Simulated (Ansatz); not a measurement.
**GaCuSe$_{2}$: density, localisation and related maps**

The calculation's input:

```
crystal:
  lattice:
    - [-2.7271944653, 2.7316563342, 5.5183468755]
    - [2.8002864413, -2.7998334209, 5.5894212667]
    - [2.7311928323, 2.8038317879, -5.5526476972]
  atoms:
    - { symbol: Cu, position: [-0.0046473061, -0.0065161696, -0.0046998152] }
    - { symbol: Se, position: [0.3766515658, 0.3681827594, 0.4980600984] }
    - { symbol: Cu, position: [0.7453623882, 0.2446492318, 0.493417192] }
    - { symbol: Se, position: [0.1169559281, 0.6289792654, 0.0054017837] }
    - { symbol: Ga, position: [0.4821323736, 0.4844091786, -0.0195627818] }
    - { symbol: Se, position: [0.8699090596, 0.8999854559, 0.5172643211] }
    - { symbol: Ga, position: [0.2540974089, 0.7437694461, 0.4987002222] }
    - { symbol: Se, position: [0.6455626138, 0.1292136036, 0.0225929612] }
kpoints:
  mp_grid: { grid: [4, 4, 4] }
hamiltonian:
  xc: pbesol
scf:
  occupations: { method: fermi_dirac, width: 0.05 }
relax:
  f_tol: 0.01
  cell: {}
  max_steps: 120
output:
  write_density: true
  write_potential: true
  elf: true
  volumetric_format: npy
```

Launched as:

```sh
ansatz run input.yaml --threads 4 --pin off --max-ram 4608MiB --backend cpu --events-out ev --progress --plain --runs-dir out
```

Below, planes, directions and counts refer to the conventional cell (a = 5.57 Å, b = 5.57 Å, c = 11.07 Å, α = 90.00°, β = 90.00°, γ = 90.00°).

The fields are those of the run's last geometry, not of the input's.

Space group I-42d; started from the I-III-VI2 ordering on zincblende lattice prototype, which need not be the ambient phase; changed on purpose from its base cell (shaken); computed without spin polarisation.

Computed with DFT, PBEsol, plane waves, PAW (Ansatz 0.2.0).

The density is the valence pseudo-density of a PAW calculation; it isn't the true density close to the nuclei.

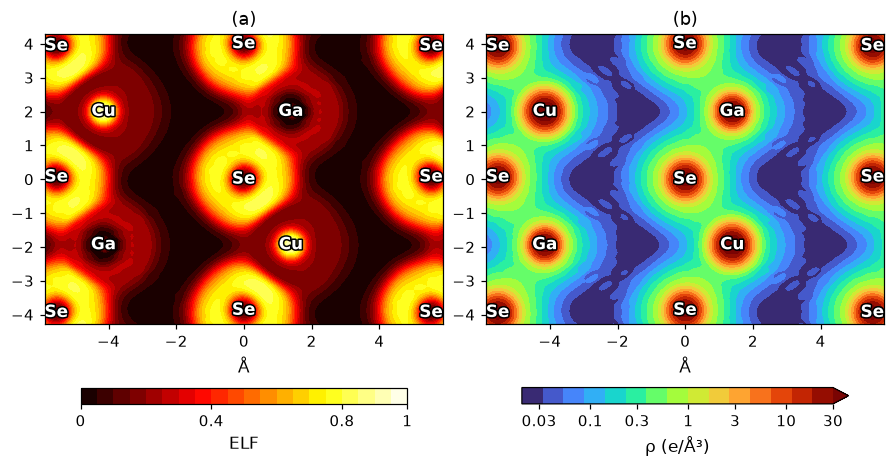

Figure 1. (a) ELF; (b) valence charge density (pseudo) on the (110) plane of the conventional cell.

Q: What do the fields say about this system?

A:
- The plane passes through Se, Cu and Ga nuclei.
- Cu–Se (2.38 Å): the density is about 0.49 e/Å³ at the midpoint; the ELF is about 0.45 at the midpoint.
- Ga–Se (2.43 Å): ρ is about 0.51 e/Å³ halfway; the ELF is about 0.70 at the midpoint.
- Between the atoms the lowest density in this plane is 0.01 e/Å³.
- The features right at Cu and Ga lie inside the PAW spheres, where the map follows smoothed inner orbitals and isn't to be read closely.

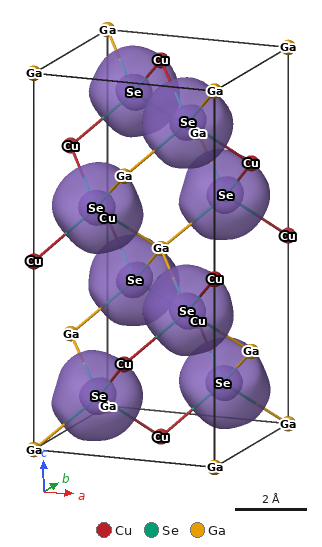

Figure 2. Isosurface of the ELF at 0.6 (purple), seen slightly off an axis. Core shells and regions of very low density are left out. Sticks mark near contacts.

Q: Identify the bonds, lone pairs and shells in this picture.

A: The surface consists of eight regions on Se in which the atom's valence shell and bonds are merged, counted in one cell of 16 atoms. Any copies at cell faces, edges or corners count once.
